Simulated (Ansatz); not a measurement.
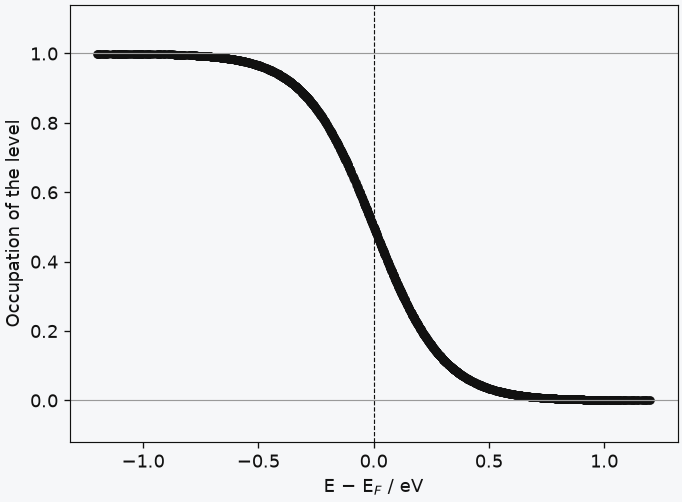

Occupations of the one-electron levels of the k mesh against their energy, from a run on Fe, space group Fmmm (No. 69), 2 atoms in the cell, with Ansatz.

**Name the smearing function and its width.**

Fermi-Dirac smearing with a width of 0.15 eV. The occupations stay between 0 and 1 and have long exponential tails; the slope at the Fermi level is 1/(4 × width).
